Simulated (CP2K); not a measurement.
# As: 6 runs along one coordinate

System: As (1 atom in the cell).
Method: Kohn-Sham DFT of a periodic cell, LDA, GTH-PADE with UZH-TZVP basis, no spin polarisation (CP2K 2026.2).

The 6 runs differ only in the geometry, by an even scaling of the cell at fixed fractional positions. The structure derives from a Materials Project entry.

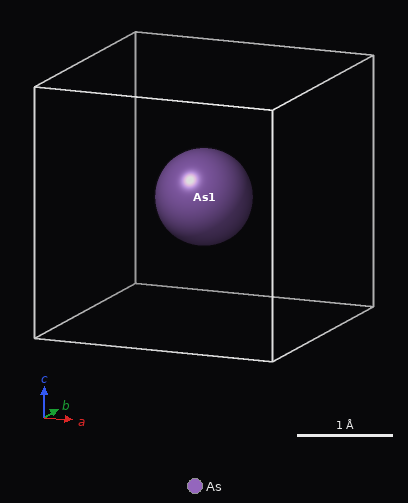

Figure 1. The structure of run 4 (ball-and-stick view of the cell of the calculation, seen slightly off an axis; atoms are numbered from 1 in the order of the input). An atom can appear more than once, as a periodic image.

### Input of run 4
```
&GLOBAL
  PROJECT as_eos
  RUN_TYPE ENERGY_FORCE
  PRINT_LEVEL LOW
&END GLOBAL
&FORCE_EVAL
  METHOD QS
  STRESS_TENSOR ANALYTICAL
  &DFT
    BASIS_SET_FILE_NAME BASIS_MOLOPT_UZH
    POTENTIAL_FILE_NAME GTH_POTENTIALS
    WFN_RESTART_FILE_NAME previous-RESTART.kp
    &MGRID
      CUTOFF 450
      REL_CUTOFF 60
      NGRIDS 4
    &END MGRID
    &QS
      METHOD GPW
      EPS_DEFAULT 1.0E-9
    &END QS
    &KPOINTS
      SCHEME MONKHORST-PACK 10 10 10
      GAMMA_CENTERED T
      SYMMETRY T
      SYMMETRY_BACKEND SPGLIB
    &END KPOINTS
    &SCF
      SCF_GUESS RESTART
      EPS_SCF 1.0E-6
      MAX_SCF 100
      ADDED_MOS 8
      CHOLESKY OFF
      EPS_EIGVAL 1.0E-7
      &DIAGONALIZATION ON
        ALGORITHM STANDARD
      &END DIAGONALIZATION
      &MIXING ON
        METHOD BROYDEN_MIXING
        ALPHA 0.4
        BETA 1.5
        NBUFFER 8
      &END MIXING
      &SMEAR ON
        METHOD FERMI_DIRAC
        ELECTRONIC_TEMPERATURE [K] 1160.452
      &END SMEAR
    &END SCF
    &XC
      &XC_FUNCTIONAL
        &LDA_X
        &END LDA_X
        &LDA_C_PW
        &END LDA_C_PW
      &END XC_FUNCTIONAL
    &END XC
    &PRINT
      &KPOINTS ON
      &END KPOINTS
      &MULLIKEN ON
      &END MULLIKEN
      &MO ON
        ENERGIES T
        OCCUPATION_NUMBERS T
        &EACH
          QS_SCF 0
        &END EACH
        ADD_LAST NUMERIC
      &END MO
    &END PRINT
  &END DFT
  &SUBSYS
    &CELL
      ABC 2.7215874433 2.7215874433 2.7215874433
      ALPHA_BETA_GAMMA 90.0000000000 90.0000000000 90.0000000000
      PERIODIC XYZ
    &END CELL
    &COORD
      As  1.3607937216 1.3607937216 1.3607937216
    &END COORD
    &KIND As
      BASIS_SET TZVP-MOLOPT-PBE-GTH-q5
      POTENTIAL GTH-PADE-q5
    &END KIND
    &PRINT
      &ATOMIC_COORDINATES ON
      &END ATOMIC_COORDINATES
      &CELL ON
      &END CELL
    &END PRINT
  &END SUBSYS
  &PRINT
    &FORCES ON
    &END FORCES
    &STRESS_TENSOR ON
    &END STRESS_TENSOR
  &END PRINT
&END FORCE_EVAL
```

Command:
```bash
OMP_NUM_THREADS=1 cp2k.psmp -i as_eos.inp -o as_eos.out
```

Lattice vectors (Å) and fractional positions of run 4:
```
   2.721587    0.000000    0.000000
   0.000000    2.721587    0.000000
   0.000000    0.000000    2.721587
As  0.500000  0.500000  0.500000
```

Run 3 differs from it as follows:
```diff
-      ABC 2.7215874433 2.7215874433 2.7215874433
+      ABC 2.6855356826 2.6855356826 2.6855356826
-      As  1.3607937216 1.3607937216 1.3607937216
+      As  1.3427678413 1.3427678413 1.3427678413
```

### Results, with one run withheld

```tsv
run	volume per atom (Å³)	free energy per atom, from the lowest run given (meV)	pressure (GPa)
1	18.578	3.78	2.62
2	18.973	0.00	0.50
3	19.368	?	?
4	20.159	16.27	−4.61
5	20.554	29.33	−5.96
6	20.949	45.56	−7.17
```

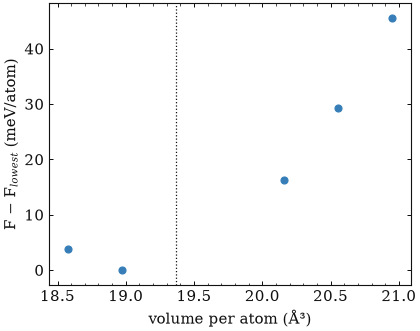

Figure 2. Free energy per atom of the runs given; the dotted line marks run 3.

Estimate the energy of run 3 from the others.

A cubic polynomial in V^(−2/3) (the Birch–Murnaghan form), fitted to the 5 runs given, misses them by under 0.01 meV per atom. With x = V^(−2/3) − 0.13660 Å⁻², it reads F = 7.5994 − 4435.4 x + 6.315e+05 x² + 8.5219e+05 x³ (meV per atom). At run 3 it gives 1.15 meV per atom, and the run itself gives 1.16. The slope of the fit gives a pressure −dF/dV of −1.40 GPa there, and the run prints −1.40 GPa. The fit has its minimum at 19.072 Å³ per atom, where V d²F/dV² gives 93.8 GPa: the bulk modulus at this level, since symmetry fixes the shape and the positions.

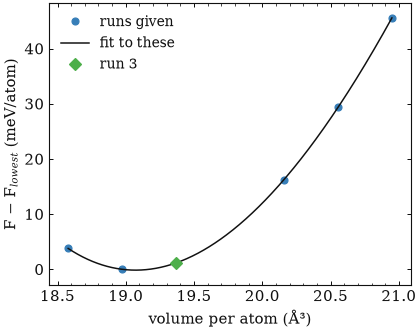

Figure 3. The fit and the withheld run.

### Some lines of the output (run 3)
```
[...]
 CELL| Volume [angstrom^3]:                                            19.368357
 CELL_REF| Volume [angstrom^3]:                                        19.368357
                        Smear method:                                FERMI_DIRAC
  Step     Update method      Time    Convergence         Total energy    Change
  Fermi energy:                                                 0.23757528907012
  Total energy:                                                -6.37166293838014
  Total energy (extrapolated to T->0):                         -6.37148988273024
 MO| E(Fermi):            0.237575 a.u.          6.464752 eV
```
